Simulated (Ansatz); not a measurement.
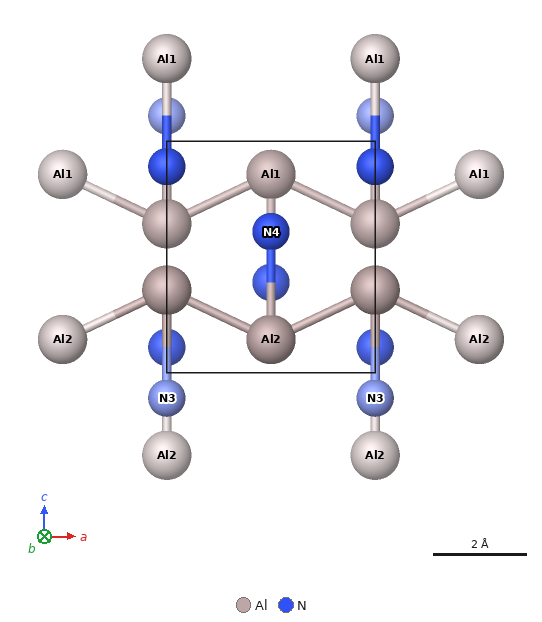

**Figure 1.** The structure (ball-and-stick view of the cell 2 times as large as that of the calculation, set on its symmetry axes, along the b axis; neighbours outside the cell are drawn fainter; atoms are numbered from 1 in the order of the input).

**What a change does: single-point calculation on AlN**

System: AlN (Imma, 4 atoms in the cell).
Method of run 1: DFT PBE, scalar-relativistic, plane waves, PAW, spin-polarised (Ansatz 0.2.0).

The structure was made by a generator, so it may or may not be a known phase. Text and figures count atoms from 1; the logs count them from 0 in places.

### Input file, run 1
```yaml
crystal:
  lattice:
    - [-2.257188, 2.28911462, 2.50755311]
    - [2.257188, -2.28911462, 2.50755311]
    - [2.257188, 2.28911462, -2.50755311]
  atoms:
    - { symbol: Al, position: [0.60655819, 0.35655819, 0.25] }
    - { symbol: Al, position: [0.39344181, 0.64344181, 0.75] }
    - { symbol: "N", position: [0.14038732, 0.89038732, 0.25], spin: 1.0 }
    - { symbol: "N", position: [0.85961268, 0.10961268, 0.75], spin: 1.0 }
basis:
  ecutwfc: 420
kpoints:
  mp_grid: { grid: [6, 6, 6] }
hamiltonian:
  xc: pbe
scf:
  occupations: { method: gaussian, width: 0.1 }
  lower_state_search: "off"
output:
  forces: true
  stress: true
  eigenvalues: true
  populations: true
magnetization:
  spin_polarized: true
```

Command:
```bash
ansatz run input.yaml --threads 1 --pin off --max-ram 2048MiB --backend cpu --events-out ev --progress --plain --runs-dir out
```

Hardware: 1 thread of Arm Neoverse V2, 24 GiB of memory available, shared host.

### Output, shortened to warnings, some set-up lines, iterations and results (run 1)
```
WARN: the starting moments were not kept: the SCF closed with an absolute magnetisation of 5.2e-6 μB, where they sum to 2 μB in size (2 sites). That is at most 0.1 of that sum. Measured as dr2_m measures the in/out step, that magnetisation stands 2.4e-12 eV from none, at or under the dr2_threshold of 1.0e-7 eV: it is no larger than a step whose dr2_m would equal this threshold. The system may …
Basis set: ecut = 420 eV, 1029 PW (Γ), exchange–correlation on 60×60×60 points (8 copies of the dense FFT grid, shifted against one another)
Symmetry: 8 space group operations
k-points: 46 of 216
Initial density: superposition of atomic densities (chi_scale 0.1, normalization cell, long waves kept (reshape's long-wave potential 0.01 eV rms))
[...]
SCF iter   1: F=—  HF=-1836.648900 eV  |F-HF|=—  |Δ(HF+E_count)|=         —  Δρ=2.80e-2 (↑2.38e-2 ↓2.80e-2)  dr2=4.74e-1  dr2_m=2.46e-1  M=0.741 μB ∫|m|=1.134 μB  β_m=0.30  …
SCF iter   2: F=—  HF=-1836.718540 eV  |F-HF|=—  |Δ(HF+E_count)|=   6.96e-2  Δρ=2.16e-2 (↑2.16e-2 ↓2.10e-2)  dr2=2.36e-1  dr2_m=1.69e-1  M=0.638 μB ∫|m|=1.029 μB  β_m=0.30  …
SCF iter   3: F=—  HF=-1836.735726 eV  |F-HF|=—  |Δ(HF+E_count)|=   1.72e-2  Δρ=1.79e-2 (↑1.79e-2 ↓1.35e-2)  dr2=3.29e-2  dr2_m=1.10e-1  M=0.573 μB ∫|m|=0.944 μB  β_m=0.30  …
SCF iter   4: F=—  HF=-1836.762727 eV  |F-HF|=—  |Δ(HF+E_count)|=   2.70e-2  Δρ=1.31e-2 (↑1.22e-2 ↓1.31e-2)  dr2=2.20e-3  dr2_m=7.58e-2  M=0.504 μB ∫|m|=0.861 μB  β_m=0.30  …
SCF iter   5: F=—  HF=-1836.787452 eV  |F-HF|=—  |Δ(HF+E_count)|=   2.47e-2  Δρ=1.09e-2 (↑1.08e-2 ↓1.09e-2)  dr2=5.78e-4  dr2_m=5.61e-2  M=0.442 μB ∫|m|=0.783 μB  β_m=0.30  …
[... 10 lines ...]
SCF iter  16: F=—  HF=-1836.858384 eV  |F-HF|=—  |Δ(HF+E_count)|=   5.94e-6  Δρ=4.33e-5 (↑4.33e-5 ↓2.99e-5)  dr2=1.50e-7  dr2_m=6.21e-7  M=-0.002 μB ∫|m|=0.004 μB  β_m=0.99  …
SCF iter  17: F=-1836.858385 eV  HF=-1836.858385 eV  |F-HF|=5.27e-8  |Δ(HF+E_count)|=   1.11e-6  Δρ=1.43e-5 (↑1.23e-5 ↓1.43e-5)  dr2=6.99e-9  dr2_m=8.22e-8  M=-0.001 μB …
SCF iter  18: F=-1836.858385 eV  HF=-1836.858385 eV  |F-HF|=3.51e-9  |Δ(HF+E_count)|=   1.66e-7  Δρ=4.26e-6 (↑4.26e-6 ↓2.14e-6)  dr2=7.80e-9  dr2_m=3.08e-9  M=0.000 μB …
SCF iter  19: F=-1836.858385 eV  HF=-1836.858385 eV  |F-HF|=1.27e-11  |Δ(HF+E_count)|=   3.97e-9  Δρ=3.68e-7 (↑3.68e-7 ↓3.13e-7)  dr2=1.35e-10  dr2_m=1.34e-11  M=0.000 μB …
SCF 1 converged in 19 iterations: F = -1836.858385 eV  dr2 = 1.35e-10
SCF converged after 19 iterations
Magnetization: 0.0000 μB (8.0000 up, 8.0000 down)
Absolute magnetization: 0.0000 μB (∫|ρ↑−ρ↓|, with the PAW one-centre terms)
Spin contamination: 0.0000 ħ² per cell (⟨S²⟩ above its minimum at these occupations)
Per-site moments (μB) at R_I (Å): [(6.00006566912508e-8, 0.9643822772594223), (6.000065669322041e-8, 0.9643822772594223), (-5.115623042021673e-7, 0.9643822772594223), (-5.115623041751447e-7, 0.9643822772594223)]
Free energy (F): -1836.858385 eV
Harris-Foulkes:  -1836.858385 eV  (|F-HF|=1.27e-11)
Internal energy: -1836.849697 eV  (E = F + TS)
E sigma→0 (E₀):  -1836.854041 eV
Entropy (-TS):   -0.008688 eV (-2.172 meV/atom)
Fermi energy:    6.555072 eV
--- Per-component energies (eV) ---
  E_band       = 15.403375
  E_kinetic    = 283.379860
  E_local      = -410.162722  (includes V_loc(G=0)·N_el)
  E_nonlocal   = 113.453373
  E_hartree    = 135.899539
  E_xc         = -193.173752
  E_vxc        = -202.051202  (∫ρ·V_xc dr)
  E_paw        = -1185.140488  (= ΣΔE_a)
  E_vpaw       = -41.015288  (= ΣTr[D̂ρ^β])
  E_aug_tail   = 0.000153  (compensation charges beyond the density's cutoff)
  E_ewald      = -581.105661
  E_smearing   = -0.008688  (= −TS)
  E_closure    = 0.000000  (closes the sum)
  Σ components = -1836.858385   (vs F -1836.858385, Δ=0.00e0)
--- Forces (eV/Å), atoms counted from 1 ---
  atom   1  Al     0.00000000     0.00000000     0.02100427
  atom   2  Al     0.00000000     0.00000000    -0.02100427
  atom   3  N      0.00000000     0.00000000     0.76916977
  atom   4  N      0.00000000     0.00000000    -0.76916977
  max |Σ_I F_I| component: 2.22e-16 eV/Å
--- Stress (GPa, compression-positive) ---
       -0.805191       0.000000       0.000000
        0.000000      -6.154155       0.000000
        0.000000       0.000000     -39.096292
  P = ⅓ Tr σ = -15.3519 GPa (-153.519 kbar)
--- Löwdin populations: 4 sites ---
  site symbol       q [e]    m [muB]
     0     Al      2.4570     0.0000
     1     Al      2.4570     0.0000
     2      N      5.4704    -0.0000
     3      N      5.4704    -0.0000
  spilling = 0.009082 (of n_electrons = 16.000000)
```

For run 2 the input was changed thus:
```diff
-    - { symbol: "N", position: [0.14038732, 0.89038732, 0.25], spin: 1.0 }
-    - { symbol: "N", position: [0.85961268, 0.10961268, 0.75], spin: 1.0 }
+    - { symbol: "N", position: [0.14038732, 0.89038732, 0.25] }
+    - { symbol: "N", position: [0.85961268, 0.10961268, 0.75] }
-  populations: true
-magnetization:
-  spin_polarized: true
```

Predict how the results change.

The energy is the same within 0.01 meV per atom. The SCF takes 6 iterations against 19. The two runs start from different initial densities, which also moves the count.

### Output, shortened to warnings, some set-up lines, iterations and results (run 2)
```
Basis set: ecut = 420 eV, 1029 PW (Γ), exchange–correlation on 60×60×60 points (8 copies of the dense FFT grid, shifted against one another)
Symmetry: 8 space group operations
k-points: 46 of 216
Initial density: superposition of atomic densities (neutral atoms: chi_scale 0, normalization atom), corrected by the library's trained network
[...]
SCF iter   1: F=—  HF=-1836.859652 eV  |F-HF|=—  |Δ(HF+E_count)|=         —  Δρ=3.31e-3  dr2=3.52e-3  ethr=1.77e-3  ⟨swp⟩=5.0  Hψ=3411  notcnv=0
SCF iter   2: F=—  HF=-1836.858338 eV  |F-HF|=—  |Δ(HF+E_count)|=   1.31e-3  Δρ=1.30e-3  dr2=4.19e-4  ethr=2.20e-5  ⟨swp⟩=1.4  Hψ=967  notcnv=0
SCF iter   3: F=—  HF=-1836.858394 eV  |F-HF|=—  |Δ(HF+E_count)|=   5.51e-5  Δρ=1.76e-4  dr2=1.32e-5  ethr=2.62e-6  ⟨swp⟩=2.0  Hψ=896  notcnv=0
SCF iter   4: F=—  HF=-1836.858385 eV  |F-HF|=—  |Δ(HF+E_count)|=   8.10e-6  Δρ=6.41e-5  dr2=1.77e-6  ethr=8.23e-8  ⟨swp⟩=2.1  Hψ=841  notcnv=0
SCF iter   5: F=-1836.858385 eV  HF=-1836.858385 eV  |F-HF|=9.17e-9  |Δ(HF+E_count)|=   1.61e-7  Δρ=8.05e-6  dr2=1.97e-8  ethr=1.11e-8  ⟨swp⟩=2.7  Hψ=898  notcnv=0
SCF iter   6: F=-1836.858385 eV  HF=-1836.858385 eV  |F-HF|=3.49e-10  |Δ(HF+E_count)|=   1.20e-8  Δρ=1.66e-6  dr2=5.90e-10  ethr=1.23e-10  ⟨swp⟩=1.3  Hψ=1697  notcnv=0
SCF 1 converged in 6 iterations: F = -1836.858385 eV  dr2 = 5.90e-10
SCF converged after 6 iterations
Free energy (F): -1836.858385 eV
Harris-Foulkes:  -1836.858385 eV  (|F-HF|=3.49e-10)
Internal energy: -1836.849697 eV  (E = F + TS)
E sigma→0 (E₀):  -1836.854041 eV
Entropy (-TS):   -0.008688 eV (-2.172 meV/atom)
Fermi energy:    6.555067 eV
--- Per-component energies (eV) ---
  E_band       = 15.403315
  E_kinetic    = 283.380007
  E_local      = -410.163099  (includes V_loc(G=0)·N_el)
  E_nonlocal   = 113.453394
  E_hartree    = 135.899791
  E_xc         = -193.173777
  E_vxc        = -202.051235  (∫ρ·V_xc dr)
  E_paw        = -1185.140504  (= ΣΔE_a)
  E_vpaw       = -41.015298  (= ΣTr[D̂ρ^β])
  E_aug_tail   = 0.000153  (compensation charges beyond the density's cutoff)
  E_ewald      = -581.105661
  E_smearing   = -0.008688  (= −TS)
  E_closure    = -0.000000  (closes the sum)
  Σ components = -1836.858385   (vs F -1836.858385, Δ=0.00e0)
--- Forces (eV/Å), atoms counted from 1 ---
  atom   1  Al     0.00000000     0.00000000     0.02100080
  atom   2  Al     0.00000000     0.00000000    -0.02100080
  atom   3  N      0.00000000     0.00000000     0.76917542
  atom   4  N      0.00000000     0.00000000    -0.76917542
  max |Σ_I F_I| component: 0.00e0 eV/Å
--- Stress (GPa, compression-positive) ---
       -0.805236       0.000000       0.000000
        0.000000      -6.154125       0.000000
        0.000000       0.000000     -39.096333
  P = ⅓ Tr σ = -15.3519 GPa (-153.519 kbar)
```

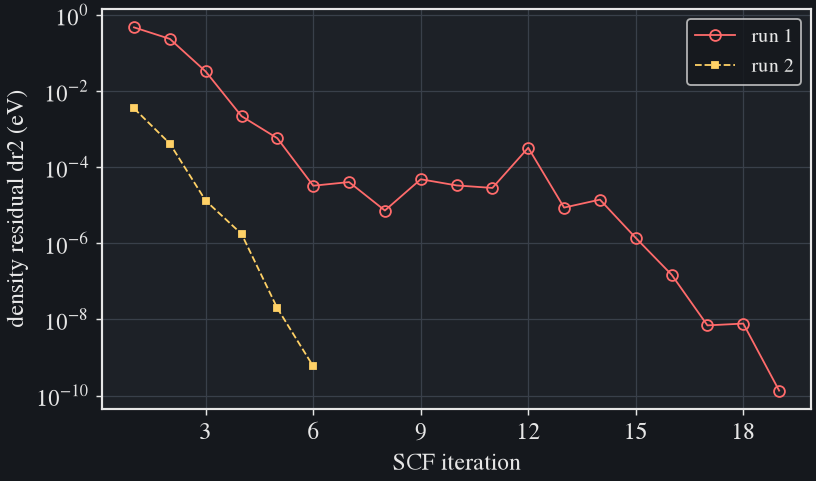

**Figure 2.** Convergence of the two runs: density residual dr2 against the SCF iteration. Run 1 takes 19 iterations in all, and run 2 takes 6.

### The two runs side by side

| quantity | run 1 | run 2 |
| --- | --- | --- |
| outcome | converged | converged |
| free energy per atom (eV) | −459.2146 | −459.2146 |
| energy per atom, smearing taken to zero (eV) | −459.2135 | −459.2135 |
| gap on the mesh (eV) | 0.00 | 0.00 |
| net moment of the cell (μB) | 0.00 | – |
| absolute moment of the cell (μB) | 0.00 | – |
| pressure (GPa) | −15.35 | −15.35 |
| largest force (eV/Å) | 0.769 | 0.769 |
| SCF iterations | 19 | 6 |
| irreducible k-points | 46 | 46 |
| plane waves at Γ | 1029 | 1029 |
| wall time (shared host) | 6.3 s | 1.3 s |

For run 1: Warnings: some starting moments were not kept.
